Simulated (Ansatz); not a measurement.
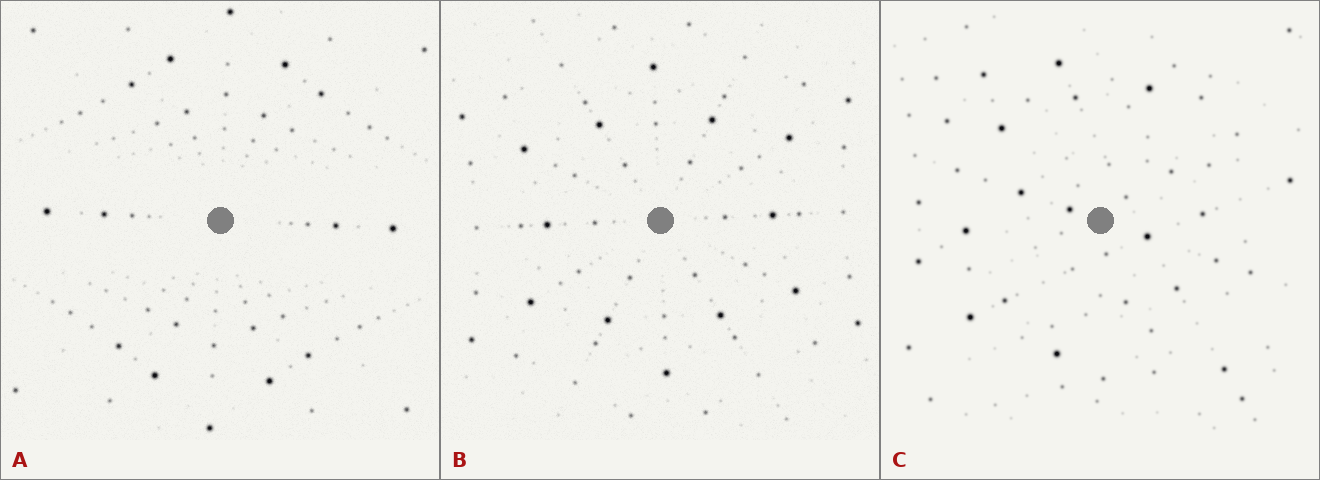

Simulated back-reflection Laue patterns (white X-rays, 0.45 to 2.2 Å, flat plate covering ±45° about the beam, kinematic intensities, seen from the source). Crystal: Ru, space group P6/mmm (No. 191), a = 4.22 Å, c = 2.65 Å (hexagonal axes). Structure: coordinates from a relaxation with DFT, PBEsol, plane waves (420 eV) with PAW, scalar-relativistic in Ansatz; the starting structure was generated, so it need not be a known form of this composition.

```
Ru
1.0
     4.22371    0.00000    0.00000
    -2.11186    3.65784    0.00000
     0.00000    0.00000    2.65077
Ru
3
Direct
  0.00000 0.00000 0.00000
  0.33333 0.66667 0.50000
  0.66667 0.33333 0.50000
```

### The directions [001], [100], [101] point towards the source, in some order. Which is which?

A: [100], symmetry 2mm (a twofold axis with two mirror lines). B: [001], symmetry 6mm (a sixfold axis with mirror lines). C: [101], symmetry m (one mirror line). The Laue class is 6/mmm.
